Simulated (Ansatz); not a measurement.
## Electronic structure of FeCo₄ in real space

```
Fe Co
1.0
     2.49533    0.00000    0.00000
    -1.24767    2.16102    0.00000
     0.00000    0.00000   20.51724
Fe Co
2 8
Direct
  0.33333 0.66667 0.25000
  0.66667 0.33333 0.75000
  0.33333 0.66667 0.04953
  0.33333 0.66667 0.45047
  0.33333 0.66667 0.64702
  0.33333 0.66667 0.85298
  0.66667 0.33333 0.14702
  0.66667 0.33333 0.35298
  0.66667 0.33333 0.54953
  0.66667 0.33333 0.95047
```

Space group P6₃/mmc; a structure generated by program, which may or may not match a known phase; computed pressure about −10 GPa in this cell; spin-polarised.

Level of theory: DFT PBEsol, scalar-relativistic, plane waves, PAW in Ansatz.

In a PAW calculation such maps are meaningful between the atoms, not at the nuclei.

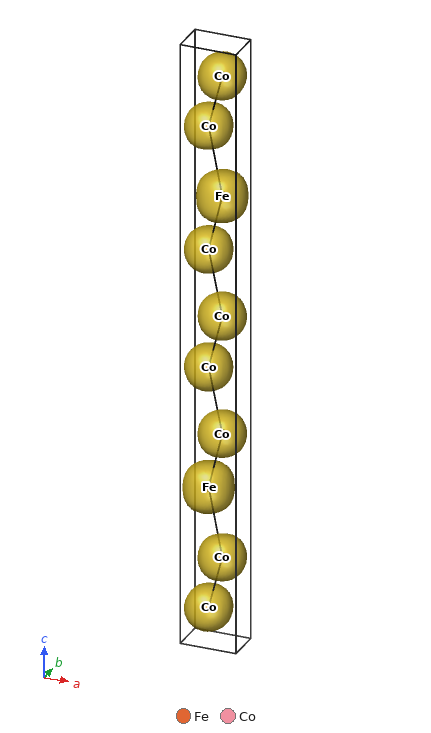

Figure 1. Isosurfaces of the spin density (up minus down) at +0.1 (yellow) and −0.1 e/Å³ (cyan), seen slightly off an axis. Sticks mark near contacts.

Question: Where is the spin, and how is it ordered?

Answer: The spin density sits on Fe: +2.4 μB (×2); Co: +1.7 μB (×8) in one cell of 10 atoms: parallel moments (a ferromagnetic arrangement) in this solution. The cell of the calculation (10 atoms) carries 17.8 μB of net spin moment. Only one sign reaches the isovalue.

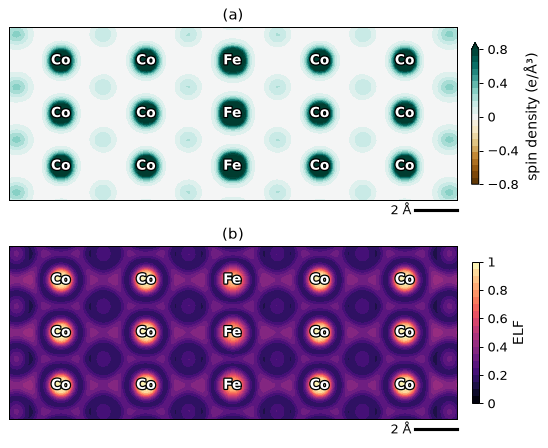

Figure 2. (a) spin density (up minus down); (b) ELF on the (11̄0) plane of the conventional cell.

Question: Interpret the plot.

Answer: The section cuts through Fe and Co sites.
Atoms just off the plane (Fe, 0.7 Å away and Co, 0.7 Å away) can leave unmarked features too.
Fe–Fe (2.50 Å): the ELF is about 0.25 at the midpoint (no localised pair shows between them).
The features right at Fe and Co lie inside the PAW spheres, where the map follows smoothed inner orbitals and isn't to be read closely.

Question: Metal or insulator at this level of theory?

Answer: It is metallic or semimetallic at this level of theory: no gap opens.

Question: Which way does charge flow, and how much by Bader's partition?

Answer: Very little charge moves. Bader charges: Fe +0.09 and Co −0.02 e.
